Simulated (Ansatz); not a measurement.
**Co$_{5}$Si$_{8}$ (slab): density, localisation and related maps**

Input

```
crystal:
  lattice:
    - [3.7565103887, 0.0, 0.0]
    - [0.0, 5.3125079389, 0.0]
    - [0.0, 0.0, 24.6347655831]
  atoms:
    - { symbol: Co, position: [0.5, 0.5, 0.3450408315] }
    - { symbol: Si, position: [0.0, 0.75, 0.3450408315] }
    - { symbol: Si, position: [0.0, 0.25, 0.3450408315] }
    - { symbol: Co, position: [0.0, 0.0, 0.4212849179] }
    - { symbol: Si, position: [0.5, 0.25, 0.4212849179] }
    - { symbol: Si, position: [0.5, 0.75, 0.4212849179] }
    - { symbol: Co, position: [0.5, 0.5, 0.4968790777] }
    - { symbol: Si, position: [0.0, 0.7520074714, 0.4984957436] }
    - { symbol: Si, position: [0.0, 0.2479925286, 0.4984957436] }
    - { symbol: Co, position: [0.0, 0.0, 0.5745077881] }
    - { symbol: Si, position: [0.5, 0.2493189219, 0.5717684362] }
    - { symbol: Si, position: [0.5, 0.7506810781, 0.5717684362] }
    - { symbol: Co, position: [0.0, 0.0, 0.6768022464], spin: 3.0 }
basis:
  ecutwfc: 420
kpoints:
  mp_grid: { grid: [8, 6, 1] }
hamiltonian:
  xc: pbesol
scf:
  occupations: { method: gaussian, width: 0.1 }
output:
  forces: true
  eigenvalues: true
  populations: true
  write_density: true
  write_potential: true
  elf: true
  volumetric_format: npy
magnetization:
  spin_polarized: true
relax:
  adjacent_minimum: "off"
  f_tol: 0.03
  max_steps: 70
  constraints: [{ sites: [0, 1, 2, 3, 4, 5] }]
efield:
  axis: 3
  dipole_correction: true
  ramp_width: 0.04
```

Command:

```sh
ansatz run input.yaml --threads 2 --pin off --max-ram 5120MiB --backend cpu --events-out ev --progress --plain --runs-dir out
```

The fields are those of the run's last geometry, not of the input's.

Spin-polarised.

These are results of Ansatz 0.2.0, DFT PBEsol, scalar-relativistic, plane waves, PAW, not measurements.

In a PAW calculation such maps are meaningful between the atoms, not at the nuclei.

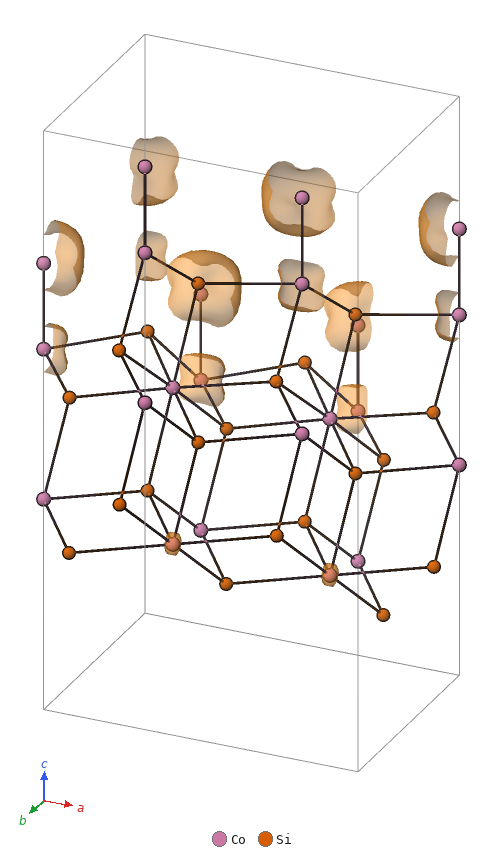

Figure 1. Isosurface of the spin density (up minus down) at +0.1 e/Å³ (orange), seen at an oblique angle. Sticks mark near contacts.

**Describe the spin distribution.**

The spin density sits on Co: +1.9 μB in one cell of 13 atoms, with smaller moments on other sites: Co (up to +0.32 μB): a single local moment. The cell of the calculation (13 atoms) carries 2.5 μB of net spin moment.

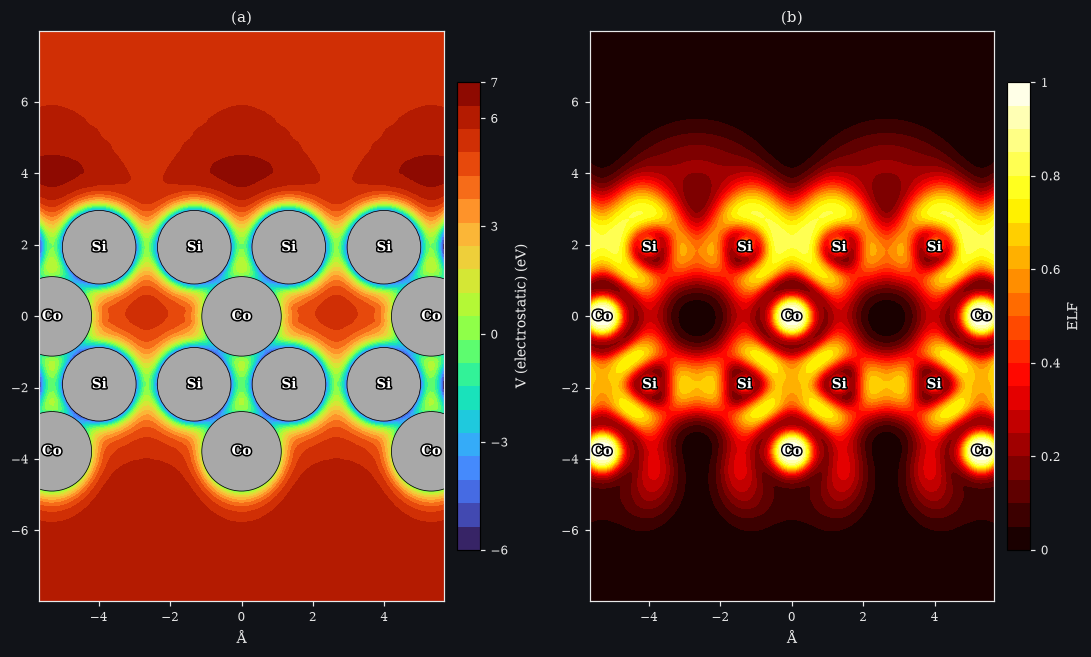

Figure 2. (a) electrostatic potential (local pseudopotential plus Hartree) felt by an electron; (b) ELF on the (100) plane of the calculation cell, a cut from vacuum to vacuum. Grey discs cover the atomic cores in the potential map.

**What do the fields say about this system?**

The plane passes through Co and Si nuclei. Co–Si (2.30 Å): the ELF peaks at about 0.75 between the atoms. Co–Si (2.35 Å): the ELF peaks at about 0.70 in the valence shell of Si, 0.9 Å from its nucleus, and is about 0.50 at the midpoint. The features right at Co lie inside the PAW spheres, where the map follows smoothed inner orbitals and isn't to be read closely.

**Does the calculation make it a metal, or give it a gap?**

It is metallic or semimetallic at this level of theory: no gap opens.
